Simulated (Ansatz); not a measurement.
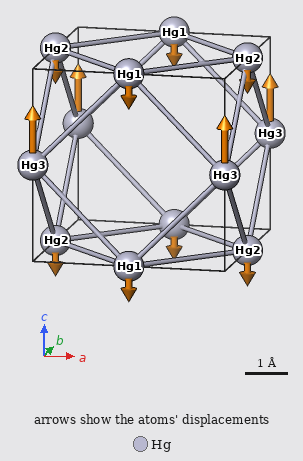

One vibrational mode of solid Hg (a generated structure) at the zone centre. Displacements are drawn as orange arrows; their common scale and sign are arbitrary. A ball-and-stick model of the cell of the calculation, seen slightly off an axis.

Level of theory: Ansatz 0.2.0, DFT PBE, scalar-relativistic, plane waves, PAW.

Input
```yaml
crystal:
  lattice:
    - [4.7068859, 0.0, 0.0]
    - [0.0, 4.7068859, 0.0]
    - [0.0, 0.0, 4.7068859]
  atoms:
    - { symbol: Hg, position: [0.5, 0.0, 0.0] }
    - { symbol: Hg, position: [0.0, 0.5, 0.0] }
    - { symbol: Hg, position: [0.0, 0.0, 0.5] }
basis:
  ecutwfc: 420
kpoints:
  mp_grid: { grid: [10, 10, 10] }
hamiltonian:
  xc: pbe
scf:
  occupations: { method: fermi_dirac, width: 0.15 }
output:
  eigenvalues: true
phonons:
  method: dfpt
  eigenvectors: true
  qmesh: [2, 2, 2]
  temperatures: { t_max: 1000, t_step: 100 }
  qpath:
    path:
      - [[0.0, 0.0, 0.0], [0.0, 0.5, 0.0], [0.5, 0.5, 0.0], [0.0, 0.0, 0.0], [0.5, 0.5, 0.5], [0.0, 0.5, 0.0]]
      - [[0.5, 0.5, 0.5], [0.5, 0.5, 0.0]]
    npoints: 8
```

Command:
```bash
ansatz run input.yaml --threads 1 --pin off --max-ram 3072MiB --backend cpu --events-out ev --progress --plain --runs-dir out
```

The frequencies depend somewhat on the k-mesh and the smearing.

Describe the mode and give its frequency.

This is the T₁u mode (triply degenerate; one member of the set is drawn) at 1.53 THz, the highest optical level, infrared-active by symmetry. All motion is along c; atoms of one kind move against one another, with no net shift of their sublattice. The crystal is a metal, so free carriers screen the infrared response.
